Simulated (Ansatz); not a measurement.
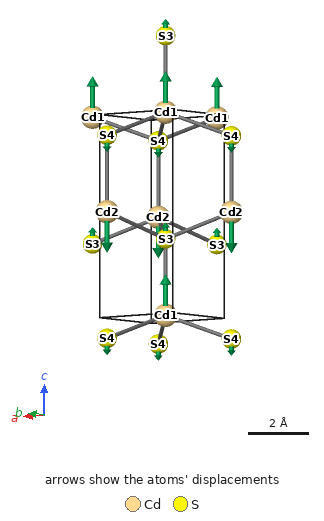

Phonons of crystalline CdS, space group P6₃mc (No. 186), at the zone centre. The optical levels lie at 43 (×2), 129, 211, 219 (×2), 232 (×2), 280 cm⁻¹. One mode is drawn. Displacements are drawn as green arrows; their common scale and sign are arbitrary. The picture is a ball-and-stick view of the cell of the calculation, seen from a free direction.

Level of theory: DFT PBE, scalar-relativistic, plane waves, PAW in Ansatz 0.2.0. Set-up: plane-wave cutoff 420 eV; k-point mesh 12 × 12 × 4; occupations fixed; no spin polarisation.

Frequencies are those without the non-analytic (LO–TO) term.

**Which of these frequencies is the drawn mode's?**

The level at 129 cm⁻¹. This is the B₁ mode, optical level 2 of 6, counted from below, silent by symmetry (neither infrared- nor Raman-active). All motion is along c; atoms of one kind move against one another, with no net shift of any sublattice; the kinetic energy is shared as Cd 98 %, S 2 %.
